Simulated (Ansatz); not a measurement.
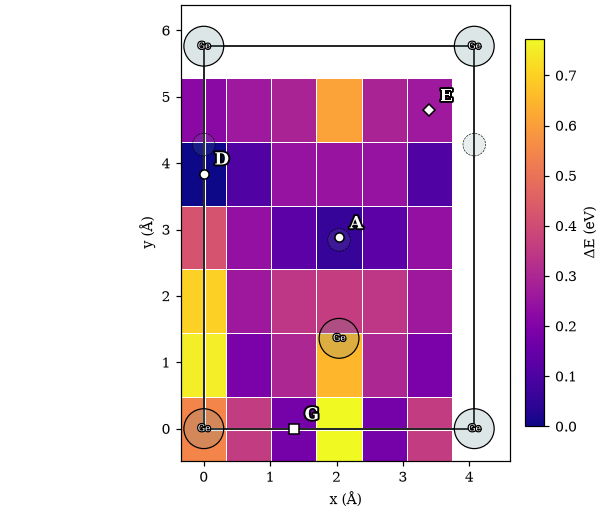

S on a Ge(110) slab cut from the Fd-3m phase, its upper half relaxed before the scan (6 atoms of substrate and one adsorbate in a 1 × 1 cell). S is moved over the surface cell; relaxed at each place: the height of the adsorbate's atoms; substrate rigid; the origin of the map has the adsorbate above Ge5. Places are given modulo a cell vector. The map is drawn in real space over the plane of the surface. The grid has 6 × 6 points; 24 points were computed and 12 follow by symmetry. All energies are given in eV relative to the lowest grid point. The relaxed height changes by up to 0.8 Å between neighbouring points. With one adsorbate in each 1 × 1 cell, its nearest image is 4.1 Å away, so neighbouring adsorbates interact. Method: DFT PBE, scalar-relativistic, plane waves, PAW in Ansatz. Settings: cutoff 420 eV, k-mesh 7×5×1, gaussian smearing 0.1 eV, no spin polarisation.

In the figure: one coloured cell a grid point, labelled circles for the atoms of the top layer and small ones for the second layer, the outline of one cell of the plane, lettered points.

Rank the lettered points by energy, lowest first.

D (0.00 eV), A (0.06 eV), G (0.18 eV), E (0.26 eV).

PAW datasets: the set soft_1.
